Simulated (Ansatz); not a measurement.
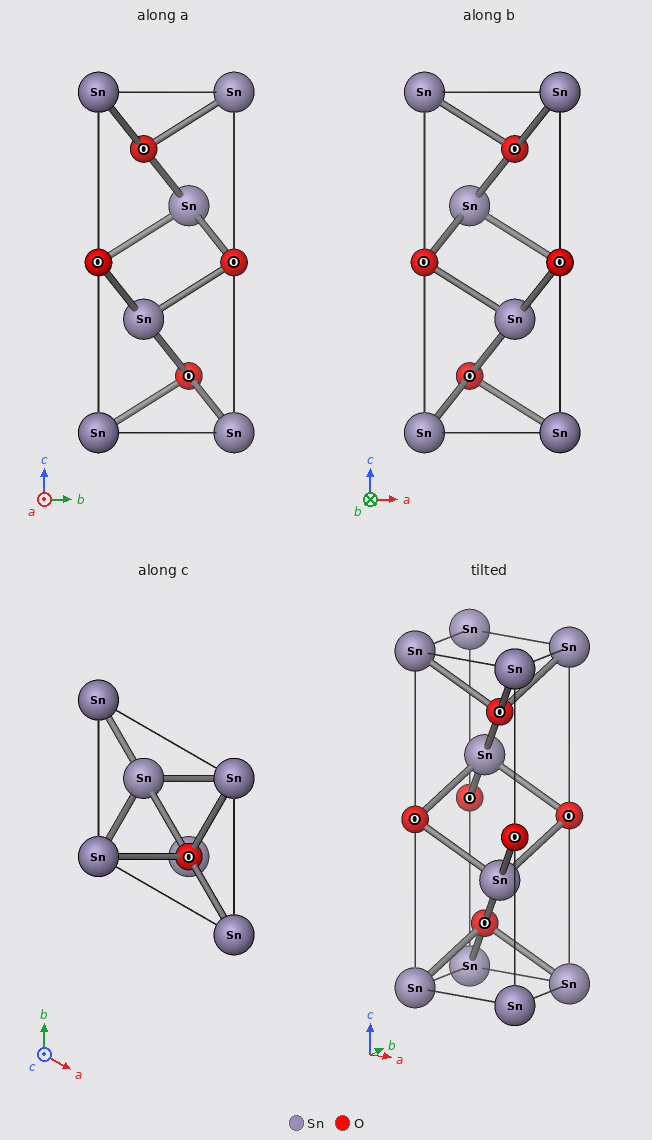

The figure gives a ball-and-stick picture of the atoms, viewed along the a axis, along the b axis, along the c axis and slightly off an axis. Atoms at the boundary of the conventional unit cell (the box) are drawn once for each face, edge or corner they touch.

Lattice parameters: a = 3.7636 Å, b = 3.7636 Å, c = 8.1881 Å, α = 90.000°, β = 90.000°, γ = 120.000°.

Give the structure in the form of a CIF with its space group and independent sites.

Answer.
```cif
data_structure
_symmetry_space_group_name_H-M 'R -3 m :H'
_symmetry_Int_Tables_number 166
_cell_length_a 3.7636
_cell_length_b 3.7636
_cell_length_c 8.1881
_cell_angle_alpha 90.000
_cell_angle_beta 90.000
_cell_angle_gamma 120.000
_cell_volume 100.44
loop_
_atom_site_label
_atom_site_type_symbol
_atom_site_symmetry_multiplicity
_atom_site_Wyckoff_symbol
_atom_site_fract_x
_atom_site_fract_y
_atom_site_fract_z
_atom_site_occupancy
Sn1 Sn 3 a 0.0000 0.0000 0.0000 1
O1 O 3 b 0.3333 0.6667 0.1667 1
```

The model was built from a structure type filled with these elements by a generator (whether the compound takes this form wasn't checked). The cell was then strained or its atoms displaced on purpose. It went into a calculation with Ansatz.
